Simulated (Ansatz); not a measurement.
# Mg₁₆O₁₅ (cell with a defect): what the fields show

```yaml
crystal:
  lattice:
    - [-4.25359, -4.25359, 4.25359]
    - [4.25359, 4.25359, 4.25359]
    - [-4.25359, 4.25359, -4.25359]
  atoms:
    - { symbol: Mg, position: [0.74891, 0.50080, 0.74895] }
    - { symbol: Mg, position: [0.00041, 0.50086, 0.50042] }
    - { symbol: Mg, position: [0.75041, 0.75078, 0.50039] }
    - { symbol: Mg, position: [0.25183, 0.50088, 0.25181] }
    - { symbol: Mg, position: [0.00032, 0.75232, 0.25183] }
    - { symbol: Mg, position: [0.75033, 0.00076, 0.25037] }
    - { symbol: Mg, position: [0.50031, 0.50073, 0.00034] }
    - { symbol: Mg, position: [0.25184, 0.75229, 0.00038] }
    - { symbol: Mg, position: [0.00043, 0.00086, 0.00035] }
    - { symbol: Mg, position: [0.74889, 0.24928, 0.00045] }
    - { symbol: Mg, position: [0.50044, 0.75081, 0.75042] }
    - { symbol: Mg, position: [0.25042, 0.00079, 0.75031] }
    - { symbol: Mg, position: [0.00037, 0.24931, 0.74885] }
    - { symbol: Mg, position: [0.50038, 0.00083, 0.50043] }
    - { symbol: Mg, position: [0.25036, 0.25081, 0.50027] }
    - { symbol: Mg, position: [0.50042, 0.25086, 0.25046] }
    - { symbol: O, position: [0.25098, 0.50072, 0.74970] }
    - { symbol: O, position: [0.00037, 0.75134, 0.74971] }
    - { symbol: O, position: [0.50037, 0.50068, 0.50034] }
    - { symbol: O, position: [0.25098, 0.75137, 0.50159] }
    - { symbol: O, position: [0.00036, 0.00069, 0.50032] }
    - { symbol: O, position: [0.74974, 0.50071, 0.25096] }
    - { symbol: O, position: [0.50162, 0.75134, 0.25096] }
    - { symbol: O, position: [0.25099, 0.00201, 0.25098] }
    - { symbol: O, position: [0.00036, 0.25010, 0.25095] }
    - { symbol: O, position: [0.74974, 0.75133, 0.00033] }
    - { symbol: O, position: [0.50041, 0.00075, 0.00032] }
    - { symbol: O, position: [0.25097, 0.25012, 0.00032] }
    - { symbol: O, position: [0.74973, 0.99944, 0.74971] }
    - { symbol: O, position: [0.49914, 0.25009, 0.74973] }
    - { symbol: O, position: [0.74972, 0.25009, 0.49907] }
```

The program warned that a starting moment wasn't kept; spin-polarised, but the moments vanished.

Level of theory: DFT PBE, scalar-relativistic, plane waves, PAW (Ansatz 0.2.0).

The density is the valence pseudo-density of a PAW calculation; it isn't the true density close to the nuclei.

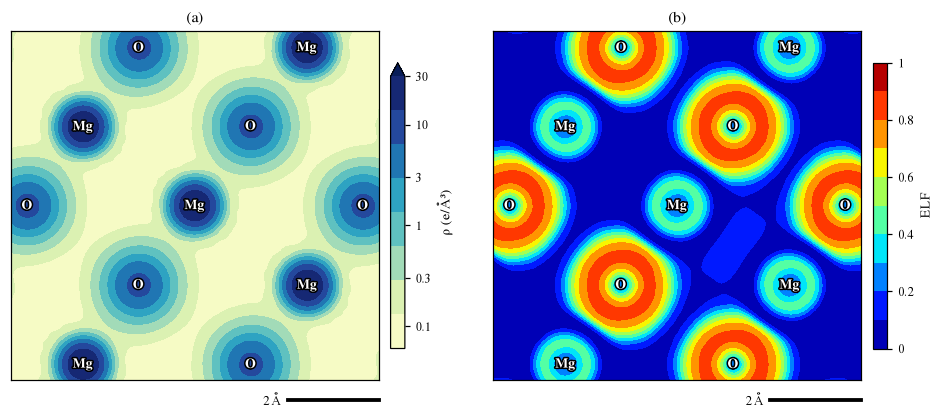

Figure 1. (a) valence electron density; (b) ELF on the (100) plane of the calculation cell.

What does the map show?

Answer.
- The plane passes through Mg and O nuclei.
- Mg–O (2.13 Å): the density is about 0.32 e/Å³ at the midpoint; the ELF peaks at about 0.85 in the valence shell of O, 0.6 Å from its nucleus, and is about 0.30 at the midpoint (a closed-shell, largely ionic contact).
- Between the atoms the lowest density in this plane is 0.06 e/Å³.

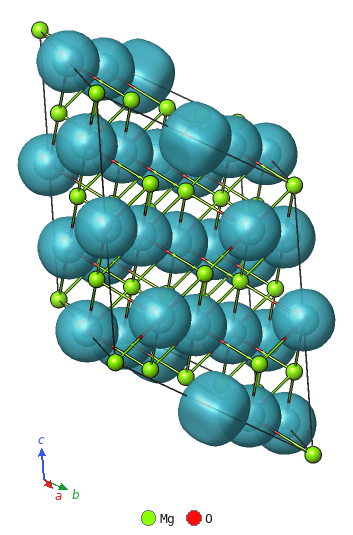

Figure 2. Isosurface of the ELF at 0.75 (cyan), seen slightly off an axis. Only the valence region is drawn (cores and ρ < 0.01 e/Å³ removed). Sticks mark near contacts.

Where are the electrons localised?

Answer. At this value the surface marks out 15 regions wrapped around O (the valence shell of each) and one pocket between the atoms, centred on no nucleus (multi-centre or interstitial), counted in one cell of 31 atoms. Any copies at cell faces, edges or corners count once.


Mg–O (2.11 Å): the ELF peaks at about 0.85 in the valence shell of O, 0.6 Å from its nucleus, and is about 0.35 at the midpoint: a largely ionic contact.

Does the calculation give a band gap?

Answer. It is gapped, with a Kohn–Sham gap of 3.2 eV on the k-point mesh, an upper bound to the gap of this method.
